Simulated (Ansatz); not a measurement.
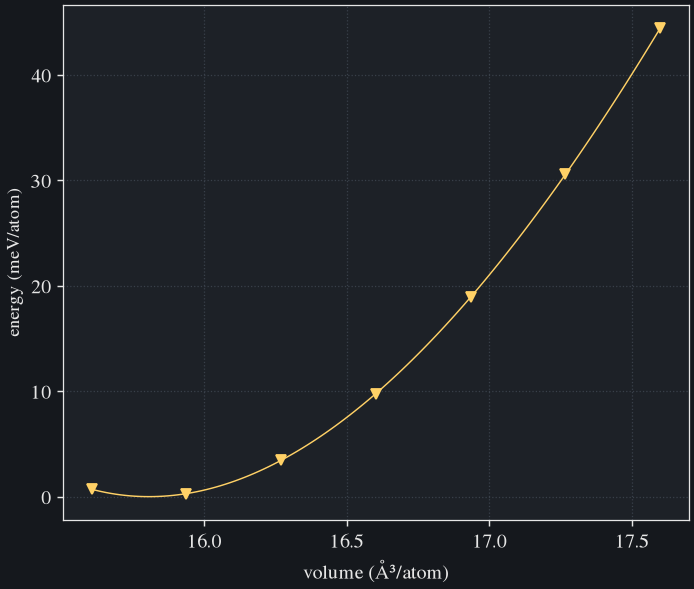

The plot gives the computed energy against volume for Al, space group Fm-3m (No. 225).

The given structure:
```yaml
crystal:
  lattice:
    - [0.00000, 2.02481, 2.02481]
    - [2.02481, 0.00000, 2.02481]
    - [2.02481, 2.02481, 0.00000]
  atoms:
    - { symbol: Al, position: [0.00000, 0.00000, 0.00000] }
```

Computed with Ansatz 0.2.0: plane-wave DFT, no spin polarisation; energies at scaled volumes of the given cell, shape and fractions fixed, counted from the fit's minimum, third-order Birch-Murnaghan fit. Level: LDA.

- k mesh: 11×11×11
- occupations: Fermi–Dirac
- smearing width: 0.05 eV
- potentials: JTH PAW LDA
- wave cutoff: 570 eV
- density cutoff: 2850 eV

From this curve and the settings, what does the calculation give for the pressure at the same points?

The pressure falls from 1.12 GPa at volume 15.61 Å³/atom to −7.17 GPa at 17.60 Å³/atom, and changes sign near 15.81 Å³/atom.

```json
{"volume (Å³/atom)": "15.61", "pressure (GPa)": "1.12"}
{"volume (Å³/atom)": "15.94", "pressure (GPa)": "-0.70"}
{"volume (Å³/atom)": "16.27", "pressure (GPa)": "-2.32"}
{"volume (Å³/atom)": "16.60", "pressure (GPa)": "-3.76"}
{"volume (Å³/atom)": "16.93", "pressure (GPa)": "-5.04"}
{"volume (Å³/atom)": "17.27", "pressure (GPa)": "-6.17"}
{"volume (Å³/atom)": "17.60", "pressure (GPa)": "-7.17"}
```
